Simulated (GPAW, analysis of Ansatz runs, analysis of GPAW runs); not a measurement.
## Sb on a Ga site in GaAs: charge-transition level, PBE (GPAW)

How near does this set-up come to the measured charge-transition level? Subject: Sb on a Ga site in GaAs. Set-up: PBE, plane waves 500 eV, 32-site cell, PBE lattice, k: the zone centre alone, dielectric constants 10.9 and 12.9 (handbook). The model is a cell of 32 host atoms with 1 Ga taken out and 1 Sb put in. The level is the Fermi energy at which two charge states have equal formation energy, after a correction for the images of the charge.

**The experiment.** (+1/0) level above the valence-band top: 1.04 eV, by Hall measurements (quoted in “Anion-Antisite-like Defects in III-V Compounds”, 1990, M. J. Caldas et al., quoting earlier work (1987)). The runs below try to reproduce this.

Method: GPAW plane-wave PAW DFT, PBE; relaxation of all atoms of a defect supercell, in GPAW 26.7.0.

## 1. The starting structure

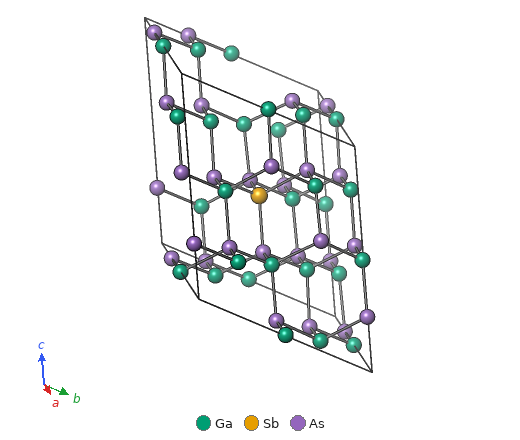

The cell as given, slightly off an axis (gallium teal, antimony orange, arsenic purple). Some periodic images of atoms are drawn too.

The cell holds 32 atoms: 15 Ga, 1 Sb and 16 As. Cell: a = 9.988 Å, b = 9.988 Å, c = 9.988 Å, α = 109.5°, β = 109.5°, γ = 109.5°. It derives from GaAs (space group F-43m). Nearest the centre at fractional (0.250, 0.500, 0.250): Sb7 at 0.05 Å, As19 at 2.51 Å, As22 at 2.52 Å, As23 at 2.53 Å, As28 at 2.54 Å, Ga6 at 4.03 Å, Ga4 at 4.04 Å, Ga10 at 4.04 Å. The cell carries charge +1.

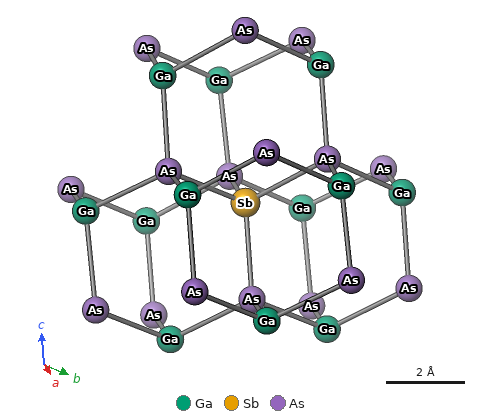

The atoms within 5 Å of the centre.

The host's primitive cell comes from a first run (GPAW plane-wave PAW DFT, PBE; relaxation of cell and atoms of a defect-free cell): vectors of 4.078, 4.078 and 4.078 Å. That is 23.97 Å³ an atom, 6.1 % over the diffraction cell's volume. The supercell is built on it.

## 2. Relaxation, charge +1

Every later number rests on the structure around the defect, so the atoms are relaxed at the host's lattice first.

run.py

```python
import numpy as np
from ase.io import read, write
from ase.parallel import parprint, world
from gpaw import GPAW, PW
from ase.optimize import BFGS

atoms = read('POSCAR')
magmoms = np.zeros(len(atoms))
magmoms[[6, 22, 18, 27]] = 1 / 4
atoms.set_initial_magnetic_moments(magmoms)
calc = GPAW(mode=PW(500),
            xc='PBE',
            kpts={'size': (1, 1, 1), 'gamma': True},
            charge=1,
            occupations={'name': 'fermi-dirac', 'width': 0.01, 'fixmagmom': True},
            nbands=78,
            convergence={'density': 1e-05, 'forces': 0.001},
            maxiter=150,
            symmetry='off',
            txt='gpaw.txt')
atoms.calc = calc
opt = BFGS(atoms, trajectory='relax.traj', logfile='-')
done = opt.run(fmax=0.02, steps=80)
parprint('Converged:', done)
energy = atoms.get_potential_energy()
forces = atoms.get_forces()
parprint(f'Energy: {energy:.6f} eV, largest force {np.linalg.norm(forces, axis=1).max():.4f} eV/A')
calc.write('gs.gpw')
write('final.xyz', atoms)
parprint('Moments:', atoms.get_magnetic_moments().round(3))
for s in range(calc.get_number_of_spins()):
    parprint('Levels (eV), spin', s, calc.get_eigenvalues(kpt=0, spin=s)[-16:].round(3))
field = calc.get_electrostatic_potential()
if world.rank == 0:
    np.save('potential.npy', field)
field = calc.get_pseudo_density()
if world.rank == 0:
    np.save('density.npy', field)
field = calc.get_pseudo_density(spin=0) - calc.get_pseudo_density(spin=1)
if world.rank == 0:
    np.save('spin.npy', field)
```

POSCAR

```
Ga Sb Ga As
 1.0000000000000000
    -5.7666910817914703    5.7666910817914712   -5.7666910817914774
     5.7666910817914729    5.7666910817914792    5.7666910817914951
     5.7666910817914765   -5.7666910817914800   -5.7666910817914951
 Ga  Sb  Ga  As 
   6   1   9  16
Direct
 -0.0037490938912436 -0.0053740774280556 -0.0008495605428560
 -0.0006399538918375  0.2549274710473043  0.7519858414540982
 -0.0030219576246216  0.4947314894914150  0.4997704169304389
  0.0044305921732156  0.7492478445071404  0.2532620679680905
  0.2458441006167183  0.0011559803208377  0.7469388399210690
  0.2482750277110531  0.2499526933895038  0.4946674341505248
  0.2499734892265831  0.5044978626722129  0.2488504559476110
  0.2560047179462873  0.7540080122081055  0.0036873894278382
  0.5009904029507595  0.0047892061142723  0.4990953870248762
  0.5015181054155640  0.2556684021334635  0.2509467369528579
  0.5030626960837846  0.4983000720812022  0.0035404629146052
  0.5018827983077018  0.7548524832312424  0.7492286638847496
  0.7465929364046699 -0.0056771041308606  0.2451593602157328
  0.7503090451981264  0.2513667390309656 -0.0043085633426203
  0.7474369255615921  0.5016162229549619  0.7533196978615572
  0.7474128917093564  0.7470492100504333  0.4938930789725359
  0.0019878463283829  0.0016079236628706  0.7464986293164506
 -0.0026269846899549  0.2512027728172389  0.5033762775134252
  0.0020293939984571  0.5043228879178022  0.2556650115992532
  0.0020992741468909  0.7559468598623366  0.0017858927740589
  0.2452408647995399 -0.0041195019617744  0.4943444350651497
  0.2473993701389460  0.2447713774240367  0.2447761973563132
  0.2542288408121739  0.5009252772560184 -0.0017287110294607
  0.2501950712569951  0.7451208542525676  0.7467013165385920
  0.4977745083767894  0.0037902805841162  0.2498981993655343
  0.5010029868547177  0.2549720370631515 -0.0005819059675967
  0.5002082039799313  0.5010048098805936  0.7553347601353750
  0.5053504066085631  0.7524285236891316  0.5050261718739546
  0.7497699069343822 -0.0032574280593150 -0.0051931908739925
  0.7555389647589676  0.2510000740083054  0.7535297672615838
  0.7443360275192896  0.4953781584275026  0.4974793661297272
  0.7508208985775457  0.7555744528562525  0.2530835731190633
```

Launch:

```bash
OMP_NUM_THREADS=1 mpirun -n 4 gpaw python run.py > stdout
```

The program printed:

```text
__  _  _
 | _ |_)|_||  |
 |__||  | ||/\| - 26.7.0

Input parameters:
  mode=PW(ecut=500.0),
  charge=1,
  convergence={'density': 1e-05, 'forces': 0.001},
  kpts=MonkhorstPack(size=(1, 1, 1), gamma=True),
  maxiter=150,
  nbands=78,
  occupations=Occupations(name='fermi-dirac', width=0.01, fixmagmom=True),
  symmetry=Symmetry(point_group=False, time_reversal=False),
  xc=XC(name='PBE')

Diagonalizing LCAO Hamiltonian
Converting LCAO to pw mode

                               Ga As

                                     Ga
                           As
                        Ga
                             As As
                              Sb
                 Ga As         Ga As
                     Ga  As        Ga
                       Ga            GaAs
             As            As As
                            Ga
                  As            As
               Ga             Ga Ga
                       As
                     Ga
                         AGaAs

Atoms  # Å, Bohr magnetons
|    | symbol |         x |         y |         z |    initial magnetic moments |
|----|--------|-----------|-----------|-----------|-----------------------------|
|  0 |     Ga | -0.014270 | -0.047711 | -0.004472 | ( 0.0000,  0.0000,  0.0000) |
|  1 |     Ga |  5.810248 | -2.870072 | -2.862692 | ( 0.0000,  0.0000,  0.0000) |
|  2 |     Ga |  5.752412 | -0.046485 | -0.011631 | ( 0.0000,  0.0000,  0.0000) |
|  3 |     Ga |  5.755615 |  2.885747 |  2.834647 | ( 0.0000,  0.0000,  0.0000) |
|  4 |     Ga |  2.896325 | -2.882992 | -5.718406 | ( 0.0000,  0.0000,  0.0000) |
|  5 |     Ga |  2.862269 |  0.020531 | -2.842920 | ( 0.0000,  0.0000,  0.0000) |
|  6 |     Sb |  2.902807 |  2.915760 |  0.032720 | ( 0.0000,  0.0000,  0.2500) |
|  7 |     Ga |  2.893095 |  5.803167 |  2.850567 | ( 0.0000,  0.0000,  0.0000) |
|  8 |     Ga |  0.016690 |  0.038546 | -5.739568 | ( 0.0000,  0.0000,  0.0000) |
|  9 |     Ga |  0.029393 |  2.919328 | -2.864872 | ( 0.0000,  0.0000,  0.0000) |
| 10 |     Ga | -0.007048 |  5.754133 | -0.047881 | ( 0.0000,  0.0000,  0.0000) |
| 11 |     Ga |  5.779368 |  2.926634 | -2.861772 | ( 0.0000,  0.0000,  0.0000) |
| 12 |     Ga | -2.924351 |  2.858874 | -5.751867 | ( 0.0000,  0.0000,  0.0000) |
| 13 |     Ga | -2.902092 |  5.801201 | -2.852400 | ( 0.0000,  0.0000,  0.0000) |
| 14 |     Ga |  2.926590 |  2.858742 | -5.761734 | ( 0.0000,  0.0000,  0.0000) |
| 15 |     Ga |  2.846032 |  5.769972 | -2.850226 | ( 0.0000,  0.0000,  0.0000) |
| 16 |     As |  4.302636 | -4.284091 | -4.307018 | ( 0.0000,  0.0000,  0.0000) |
| 17 |     As |  4.366573 | -1.469356 | -1.439058 | ( 0.0000,  0.0000,  0.0000) |
| 18 |     As |  4.370913 |  1.445636 |  1.422230 | ( 0.0000,  0.0000,  0.2500) |
| 19 |     As |  4.357505 |  4.361119 |  4.336907 | ( 0.0000,  0.0000,  0.0000) |
| 20 |     As |  1.412747 | -1.460259 | -4.288716 | ( 0.0000,  0.0000,  0.0000) |
| 21 |     As |  1.396394 |  1.426648 | -1.426704 | ( 0.0000,  0.0000,  0.0000) |
| 22 |     As |  1.412653 |  4.364709 |  1.432591 | ( 0.0000,  0.0000,  0.2500) |
| 23 |     As |  7.160080 |  1.433684 | -1.451912 | ( 0.0000,  0.0000,  0.0000) |
| 24 |     As | -1.407569 |  1.451283 | -4.289740 | ( 0.0000,  0.0000,  0.0000) |
| 25 |     As | -1.422140 |  4.362830 | -1.415429 | ( 0.0000,  0.0000,  0.0000) |
| 26 |     As |  4.360376 |  1.417904 | -4.351188 | ( 0.0000,  0.0000,  0.0000) |
| 27 |     As |  4.337153 |  4.340893 | -1.487507 | ( 0.0000,  0.0000,  0.2500) |
| 28 |     As | -4.372424 |  4.334854 | -4.312528 | ( 0.0000,  0.0000,  0.0000) |
| 29 |     As |  1.435853 |  1.459026 | -7.254893 | ( 0.0000,  0.0000,  0.0000) |
| 30 |     As |  1.433147 |  4.280239 | -4.304473 | ( 0.0000,  0.0000,  0.0000) |
| 31 |     As |  1.486867 |  7.227462 | -1.432043 | ( 0.0000,  0.0000,  0.0000) |

Unit cell  # Å
| periodic |         x |         y |         z |  lengths |     angles |
|----------|-----------|-----------|-----------|----------|------------|
|      yes | -5.766691 |  5.766691 | -5.766691 | 9.988202 | 109.471221 |
|      yes |  5.766691 |  5.766691 |  5.766691 | 9.988202 | 109.471221 |
|      yes |  5.766691 | -5.766691 | -5.766691 | 9.988202 | 109.471221 |

Number of symmetries: 1
Symmetry operations  # r_c * U_cc + t_c -> r_c
|   | kind |            matrix            |
|---|------|------------------------------|
| 0 |  E   |  1, 0, 0,  0, 1, 0,  0, 0, 1 |

BZ-sampling:
  Number of BZ points: 1
  Number of IBZ points: 1

  Monkhorst-Pack size: [1, 1, 1]
  Monkhorst-Pack shift: [0, 0, 0]

K-points  # in reciprocal-cell coordinates
|   |                                coordinates |     weight |
|---|--------------------------------------------|------------|
| 0 | (  0.00000000,   0.00000000,   0.00000000) | 1.00000000 |

Plane wave coefficients: 9739
Cutoff: 500.0 eV

Spin-components: 2 (collinear spins)
Bands:           78
Projectors:      161
Spin-degeneracy: 1
Datatype:        float64

Density:
  Valence electrons: 140.0
  Components: 2
  Grid points: [54 54 54]
  Charge: 1.0  # |e|

Potential:
  Grid points: [54 54 54]

species:
  Ga:
    name:    Gallium
    Z:       31.0
    valence: 3
    core:    28
    charge:  0.0  # [|e|]
    compensation charges:
      type: gauss
      rc: 0.37  # [Å]
      lmax: 2
    cutoffs:
      filter: 2.06  # [Å]
      core: 4.17  # [Å]
    projectors
    | kind |    occ | energy [eV] | rcut [Å] |
    |------|--------|-------------|----------|
    |   4s |  2.000 |      -8.945 |    1.164 |
    |   4p |  1.000 |      -2.580 |    1.164 |
    |    s |        |      18.266 |    1.164 |
    |    p |        |      24.631 |    1.164 |
    |    d |        |       0.000 |    1.164 |

    Using partial waves for Ga as LCAO basis

  Sb:
    name:    Antimony
    Z:       51.0
    valence: 15
    core:    36
    charge:  0.0  # [|e|]
    compensation charges:
      type: gauss
      rc: 0.36  # [Å]
      lmax: 2
    cutoffs:
      filter: 2.23  # [Å]
      core: 2.23  # [Å]
    projectors
    | kind |    occ | energy [eV] | rcut [Å] |
    |------|--------|-------------|----------|
    |   5s |  2.000 |     -12.815 |    1.154 |
    |   5p |  3.000 |      -4.830 |    1.233 |
    |   4d | 10.000 |     -33.514 |    1.196 |
    |    s |        |      14.396 |    1.154 |
    |    p |        |      22.381 |    1.233 |
    |    d |        |      -6.303 |    1.196 |

    Using partial waves for Sb as LCAO basis

  As:
    name:    Arsenic
    Z:       33.0
    valence: 5
    core:    28
    charge:  0.0  # [|e|]
    compensation charges:
      type: gauss
      rc: 0.33  # [Å]
      lmax: 2
[...]
|---------|-|-------------|-------|-------|------|---------|
|iter:   1| | -132.888347c| -4.90 |       |      |  +0.9998|
|iter:   2| | -132.888342c| -6.24 | -3.59 |      |  +0.9999|
|iter:   3| | -132.888320c| -6.11 | -3.64 |      |  +0.9999|
|iter:   4| | -132.888318c| -6.73 | -3.92 |      |  +0.9999|
|iter:   5| | -132.888318c| -7.17 | -4.21 |      |  +1.0000|
|iter:   6| | -132.888318c| -7.78c| -4.45 |      |  +1.0000|
|iter:   7| | -132.888318c| -7.81c| -4.73 |      |  +1.0000|
|iter:   8| | -132.888318c| -8.32c| -5.11c|-1.92 |  +1.0000|
|iter:   9| | -132.888318c| -8.31c| -5.40c|-3.69c|  +1.0000|

Converged in 9 steps
SCF loop duration: 19.662 s (2.185 s/step)
Energy contributions relative to reference atoms: (reference = -1953599.208784)

Energy contributions:
  Kinetic:         348.516251
  Coulomb:        -321.324224
  Zero:              0.386233
  External:          0.000000
  Xc:             -160.466421
  Entropy:          -0.000314
  Spinorbit:         0.000000
  ----------------------------
  Free energy:    -132.888475
  Extrapolated:   -132.888318

dipole moment: (-26.148071, -25.161644, -155.941310)  # |e|*Ang

Total magnetic moment: (0.000000, 0.000000, 1.000001)

Local magnetic moments
|        x |        y |        z |
|----------|----------|----------|
[...]
Fermi levels: 5.154, 4.556
Eigenvalues  # (at kpt = [0.000, 0.000, 0.000])
| band index |      eig [eV] | occ [0-1] |      eig [eV] | occ [0-1] |
|------------|---------------|-----------|---------------|-----------|
[...]
|        ... |               |           |               |           |
[...]
Gap: 0.828 eV
Transition (v -> c):
  (s=1, k=0, n=69, [0.00, 0.00, 0.00]) -> (s=0, k=0, n=70, [0.00, 0.00, 0.00])
No difference between direct/indirect transitions

Forces  # eV/Ang
|        x |        y |        z |
|----------|----------|----------|
[...]
Ga As

                                     Ga
                           As
                        Ga
                             As As
                             Sb
                 Ga As         Ga As
                    Ga             Ga
                      Ga As          GaAs
             As            As As
                            Ga
                  As            As
               Ga            Ga  Ga
                       As
                     Ga
                         As As
                          Ga

Atoms  # Å, Bohr magnetons
|    | symbol |         x |         y |         z |    initial magnetic moments |
|----|--------|-----------|-----------|-----------|-----------------------------|
[...]
|  6 |     Sb |  2.891642 |  2.887523 |  0.009411 | ( 0.0000,  0.0000,  0.0021) |
[...]
|  8 |     Ga |  0.044153 |  0.057253 | -5.718419 | ( 0.0000,  0.0000,  0.0010) |
|  9 |     Ga | -0.025914 |  2.926532 | -2.902921 | ( 0.0000,  0.0000,  0.0030) |
| 10 |     Ga | -0.029136 |  5.815144 | -0.017972 | ( 0.0000,  0.0000,  0.0037) |
| 11 |     Ga |  5.810049 |  2.864673 | -2.899070 | ( 0.0000,  0.0000,  0.0037) |
| 12 |     Ga | -2.877460 |  2.891036 | -5.754734 | ( 0.0000,  0.0000,  0.0046) |
| 13 |     Ga | -2.906886 |  5.741046 | -2.839514 | ( 0.0000,  0.0000,  0.0037) |
| 14 |     Ga |  2.895947 |  2.892527 | -5.754792 | ( 0.0000,  0.0000,  0.0046) |
| 15 |     Ga |  2.859828 |  5.820666 | -2.904209 | ( 0.0000,  0.0000,  0.0037) |
[...]
| 24 |     As | -1.449045 |  1.452571 | -4.327514 | ( 0.0000,  0.0000,  0.0221) |
| 25 |     As | -1.452844 |  4.319685 | -1.442137 | ( 0.0000,  0.0000,  0.0306) |
| 26 |     As |  4.316784 |  1.441669 | -4.326157 | ( 0.0000,  0.0000,  0.0306) |
| 27 |     As |  4.412378 |  4.421354 | -1.527235 | ( 0.0000,  0.0000,  0.0250) |
| 28 |     As | -4.330578 |  4.315380 | -4.331757 | ( 0.0000,  0.0000,  0.0307) |
| 29 |     As |  1.435922 |  1.442710 | -7.215722 | ( 0.0000,  0.0000,  0.0324) |
| 30 |     As |  1.446052 |  4.315062 | -4.327635 | ( 0.0000,  0.0000,  0.0307) |
| 31 |     As |  1.427044 |  7.211478 | -1.447855 | ( 0.0000,  0.0000,  0.0323) |

Unit cell  # Å
| periodic |         x |         y |         z |  lengths |     angles |
|----------|-----------|-----------|-----------|----------|------------|
|      yes | -5.766691 |  5.766691 | -5.766691 | 9.988202 | 109.471221 |
|      yes |  5.766691 |  5.766691 |  5.766691 | 9.988202 | 109.471221 |
|      yes |  5.766691 | -5.766691 | -5.766691 | 9.988202 | 109.471221 |

Initialization done in: 1.486 s

convergence criteria:
- Maximum integral of absolute [dens]ity change: 1e-05 electrons / valence electron
- Maximum change in the atomic [forces] across last 2 cycles: 0.001 eV/Ang OR
Maximum error relative to the maximum force is below inf
- Maximum [total energy] change in last 3 cyles: 0.0005 eV / valence electron
- Maximum integral of absolute [eigenst]ate change: 4e-08 eV^2 / valence electron
maximum number of iterations: 150

SCF iterations
|iter     | |      energy | eigst |  dens |force |  magmom |
|---------|-|-------------|-------|-------|------|---------|
|iter:   1| | -132.888509c| -4.85 |       |      |  +0.9999|
|iter:   2| | -132.888501c| -6.21 | -3.59 |      |  +0.9999|
|iter:   3| | -132.888475c| -5.95 | -3.64 |      |  +0.9999|
|iter:   4| | -132.888473c| -6.76 | -3.95 |      |  +0.9999|
|iter:   5| | -132.888473c| -7.27 | -4.24 |      |  +1.0000|
|iter:   6| | -132.888473c| -7.77c| -4.47 |      |  +1.0000|
|iter:   7| | -132.888473c| -7.88c| -4.78 |      |  +1.0000|
|iter:   8| | -132.888473c| -8.34c| -5.15c|-1.93 |  +1.0000|
|iter:   9| | -132.888473c| -8.34c| -5.43c|-3.64c|  +1.0000|

Converged in 9 steps
SCF loop duration: 19.713 s (2.190 s/step)
Energy contributions relative to reference atoms: (reference = -1953599.208784)

Energy contributions:
  Kinetic:         348.539135
  Coulomb:        -321.344112
  Zero:              0.386146
  External:          0.000000
  Xc:             -160.469491
  Entropy:          -0.000302
  Spinorbit:         0.000000
  ----------------------------
  Free energy:    -132.888624
  Extrapolated:   -132.888473

dipole moment: (-26.157295, -25.158228, -155.932893)  # |e|*Ang

Total magnetic moment: (0.000000, 0.000000, 1.000000)

Local magnetic moments
|        x |        y |        z |
|----------|----------|----------|
[...]
Fermi levels: 5.154, 4.557
Eigenvalues  # (at kpt = [0.000, 0.000, 0.000])
| band index |      eig [eV] | occ [0-1] |      eig [eV] | occ [0-1] |
|------------|---------------|-----------|---------------|-----------|
[...]
|        ... |               |           |               |           |
[...]
|         70 |         5.447 |     0.000 |         5.466 |     0.000 |
|         71 |         5.878 |     0.000 |         5.887 |     0.000 |
|         72 |         5.882 |     0.000 |         5.893 |     0.000 |
|         73 |         5.888 |     0.000 |         5.899 |     0.000 |
|         74 |         6.278 |     0.000 |         6.296 |     0.000 |
|         75 |         6.280 |     0.000 |         6.299 |     0.000 |
|         76 |         6.672 |     0.000 |         6.694 |     0.000 |
|         77 |         6.812 |     0.000 |         6.821 |     0.000 |

Gap: 0.828 eV
Transition (v -> c):
  (s=1, k=0, n=69, [0.00, 0.00, 0.00]) -> (s=0, k=0, n=70, [0.00, 0.00, 0.00])
No difference between direct/indirect transitions

Forces  # eV/Ang
|        x |        y |        z |
|----------|----------|----------|
[...]
| -0.00167 | -0.00674 |  0.00037 |  # As  24
| -0.00043 |  0.00627 |  0.01092 |  # As  25
| -0.00442 |  0.00374 | -0.00061 |  # As  26
|  0.00037 | -0.00172 |  0.00084 |  # As  27
| -0.00129 |  0.00334 |  0.00794 |  # As  28
| -0.00344 | -0.00735 |  0.00517 |  # As  29
| -0.00310 | -0.00725 |  0.00396 |  # As  30
|  0.01581 | -0.00290 | -0.00059 |  # As  31

# Writing to gs.gpw (mode='')
```

It took 10 min on 4 MPI ranks of Arm Neoverse V1, shared host; peak memory 1.6 GiB.

The run converged, but on settings that a careful run would not use, so its numbers are not the defect's.

[end of part 1 of 2]

[Logs are printed without paths, hosts, clocks, repeated set-up lines and the standing remarks that a program may print on its own settings, such as how far it seeks lower states.]

[Hosts, paths, dates, database ids (printed as entryN), source tags and the programs' standing remarks are cut or masked in the printed files.]

[For some hosts the program warned that the k-mesh of the response run may be too coarse for force constants and the static dielectric constant; such warnings are not shown here.]
